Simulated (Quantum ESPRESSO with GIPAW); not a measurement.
# SiO2: how strain moves the 17O line

GIPAW runs (PBEsol, plane-wave PAW from pslibrary 1.0.0 recipes, cutoffs 55 and 330 Ry, one 5×5×4 mesh for all shielding runs; Quantum ESPRESSO with GIPAW, a patched development version; no spin-orbit coupling, no macroscopic shape term) on SiO2, space group P3_221 before straining. The cell below is strained in the basal plane, with the c axis held, and the atoms are relaxed in pw.x at each strain, zero included.

```xyz
9
Lattice="4.9164 0.0000 0.0000 -2.4582 4.2577 0.0000 0.0000 0.0000 5.4084" Properties=species:S:1:pos:R:3 pbc="T T T"
Si    1.3113    2.2712    0.0000
Si   -1.1469    1.9865    1.8028
Si    2.2938    0.0000    3.6056
O     0.7769    3.6685    4.7897
O    -1.1072    3.0962    2.9869
O     0.3304    1.7507    1.1841
O     2.7886    2.5070    0.6187
O     3.2351    0.5892    2.4215
O     1.3509    1.1614    4.2243
```

The cell is an entry of the Crystallography Open Database; it need not be the form that is stable at ambient conditions.

The bonds are those of O (atom 4; bridging Si-O-Si, 142°). One row is withheld.

| strain (%) | mean bond (Å) | σ_iso Si (ppm) | σ_iso O (ppm) | span O (ppm) |
| --- | --- | --- | --- | --- |
| -1.5 | 1.6205 | 422.14 | 199.15 | 72.0 |
| -1.125 | 1.6207 | 422.97 | 199.82 | 72.8 |
| -0.75 | 1.6208 | ? | ? | ? |
| 0 | 1.6211 | 425.41 | 201.56 | 75.4 |
| +0.375 | 1.6213 | 426.17 | 202.05 | 76.2 |
| +0.75 | 1.6214 | 426.99 | 202.55 | 77.0 |
| +1.5 | 1.6217 | 428.76 | 203.55 | 78.8 |

**Task.** Fit σ_iso of O against strain, judge whether a straight line is enough, and predict the withheld row at -0.75 %.

1. With n = 6: Σx = 0.000, Σy = 1208.68, Σx² = 6.4688, Σxy = 9.484.

2. Slope b = (nΣxy − ΣxΣy)/(nΣx² − (Σx)²) = 1.47 ppm per %, intercept a = (Σy − bΣx)/n = 201.45 ppm.

3. Residuals (run less line), in the order of the table: -0.10, +0.02, +0.11, +0.05, +0.00, -0.10 ppm. They bend in one sense; the largest is 2.6 % of the range of σ, so a quadratic term is needed: σ = 201.53 + 1.454 x − 0.080 x², with residuals of 0.03 ppm or less.

4. At -0.75 % (inside the fitted range) the line gives 200.35 ppm and the parabola 200.40 ppm.

5. The run gives:

| strain (%) | mean bond (Å) | σ_iso Si (ppm) | σ_iso O (ppm) | span O (ppm) |
| --- | --- | --- | --- | --- |
| -0.75 | 1.6208 | 423.75 | 200.41 | 73.7 |

Prediction less run: the line misses by -0.06 ppm, the parabola by -0.01 ppm. By the parabola, a strain of +1 % changes σ of O by +1.37 ppm and one of −1 % by -1.53 ppm; the mean slope is +1.47 ppm per %. The shift moves the opposite way, scaled by the slope of a reference line. Over the table σ of Si goes from 422.14 to 428.76 ppm. Zero strain is the database's lattice with relaxed atoms, not this functional's rest cell, and neither cutoff nor mesh was tested for the slopes. The omitted shape term, common to all sites, changes with strain too. This build of gipaw.x prints that it is not audited and that its numbers are no references by themselves. The relaxations ran on cheaper settings and stop at small residual forces, which adds noise that small residuals can't be told from. 17O is quadrupolar, so a real line also moves with the field gradient, which is not computed here. pw.x warned of eigenvalues not converged in some cycles of these runs, which then met the threshold.

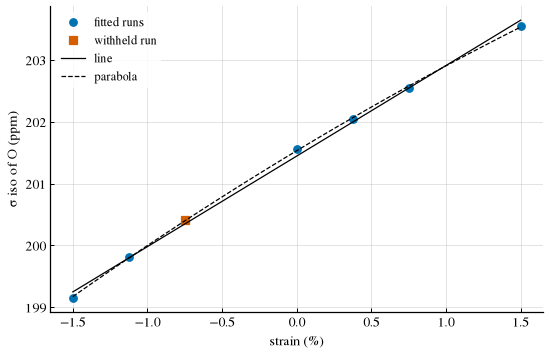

σ_iso of O against strain.

[Banner, clock, file and message-heading lines were taken out of the pw.x and gipaw.x logs.]

[Logs are printed without paths, hosts, clocks, repeated set-up lines and the standing remarks that a program may print on its own settings, such as how far it seeks lower states.]

[Hosts, paths, dates, database ids (printed as entryN), source tags and the programs' standing remarks are cut or masked in the printed files.]
